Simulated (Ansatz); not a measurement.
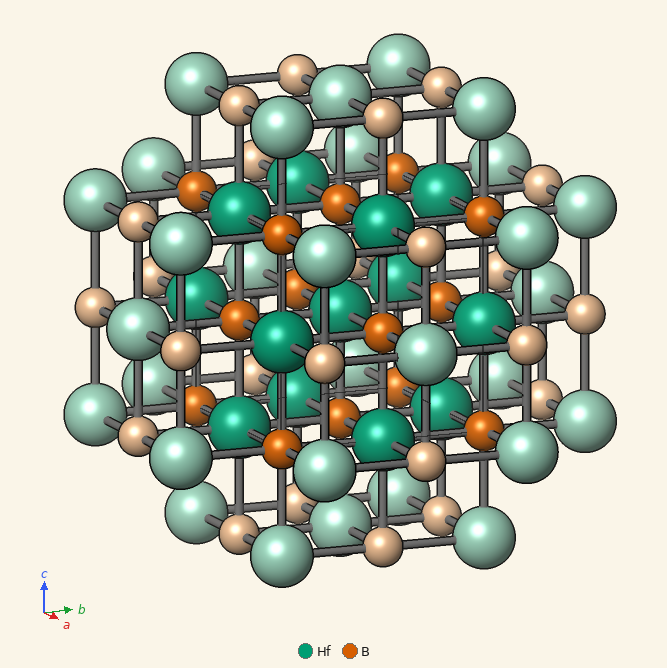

Ball-and-stick representation of a periodic structure, projected slightly off an axis. The parallelepiped is the conventional unit cell. Neighbours across the faces are drawn wherever a bond reaches them, in fainter colours.

Cell constants: a = 4.62 Å, b = 4.62 Å, c = 4.62 Å, α = 90.00°, β = 90.00°, γ = 90.00°.

Connected in the drawing: B–Hf up to 2.91 Å (cut-off distances).

Q: What is the formula unit?

A: HfB. The cell holds 4 Hf, 4 B, counting shared atoms by their share.

Q: What are the crystal system and the lattice centring?

A: Face-centred cubic.

Q: What structure family is shown?

A: Rock salt (NaCl type).

Q: Give the coordination environment of B.

A: Each B has six Hf in an octahedral arrangement at about 2.3 Å.

Q: How do the bonded atoms link up through the crystal?

A: The bonds build a three-dimensional framework.

Provenance: a structure type known for this compound. Earlier steps of the study may have refined or changed the cell and positions. Ansatz was used for an electronic-structure calculation on it.

At this level of theory the cell isn't at rest (compressed, at 30 GPa), so its distances can differ from those at equilibrium, the more so the softer the solid.
